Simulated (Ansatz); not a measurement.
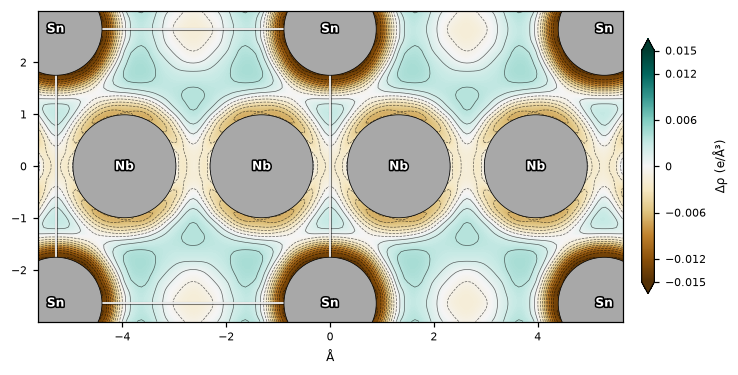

Nb$_{3}$Sn. Difference of the valence pseudo-densities of two functionals at the same geometry, on the (010) plane of the calculation cell: REVPBE less LDA.

Space group Pm-3n.

Both computed with Ansatz (plane waves, PAW), on the same k-point mesh. Grey discs cover the atomic cores.

Q: Where does the change of functional move the electrons?

A: Against LDA, REVPBE gives less density around Sn (−0.010 e/Å³ on average at 1.0 Å from the nucleus), less density around Nb (−0.004 e/Å³ on average at 1.1 Å from the nucleus) and more density in the space between the atoms (+0.003 e/Å³ on average).
